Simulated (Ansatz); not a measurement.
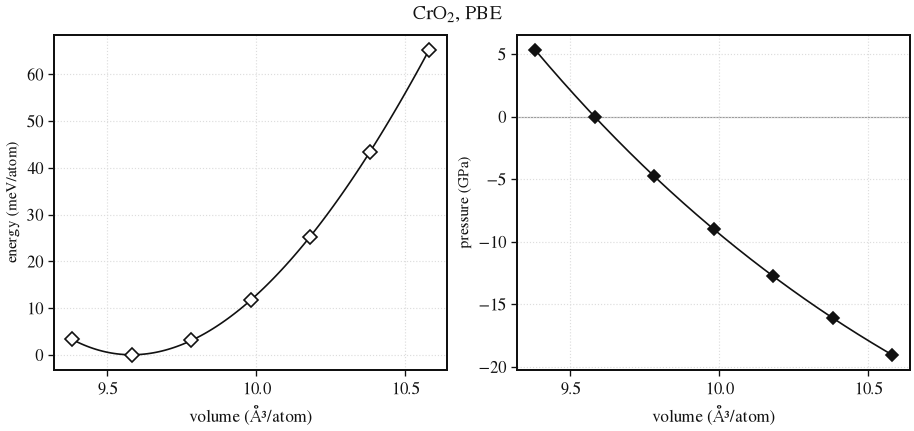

The plot gives the computed energy and pressure against volume for CrO₂, space group P-42_1m (No. 113).

Cell as given: a = 4.471 Å, b = 4.471 Å, c = 2.995 Å, α = 90.00°, β = 90.00°, γ = 90.00°; 6 atoms.

Method: plane-wave DFT, collinear spins; energies at scaled volumes of the given cell, shape and fractions fixed, counted from the fit's minimum, third-order Birch-Murnaghan fit (Ansatz 0.2.0). Level: PBE, collinear spin.

- k mesh: 6×6×9
- occupations: Fermi–Dirac
- smearing width: 0.05 eV
- potentials: Ansatz PAW
- wave cutoff: 420 eV
- density cutoff: 1680 eV

Question: What equilibrium volume and bulk modulus follow from the curve?

Answer: A third-order Birch–Murnaghan fit gives V0 = 9.58 Å³/atom, B0 = 243 GPa and B′ = 4.7.

Question: Read off the course of the pressure.

Answer: It falls from 5.33 GPa at volume 9.38 Å³/atom to −19.05 GPa at 10.58 Å³/atom, and changes sign near 9.58 Å³/atom.

Caveats: shape and atomic fractions are frozen while scaling, which makes layered, chain and framework solids too stiff.
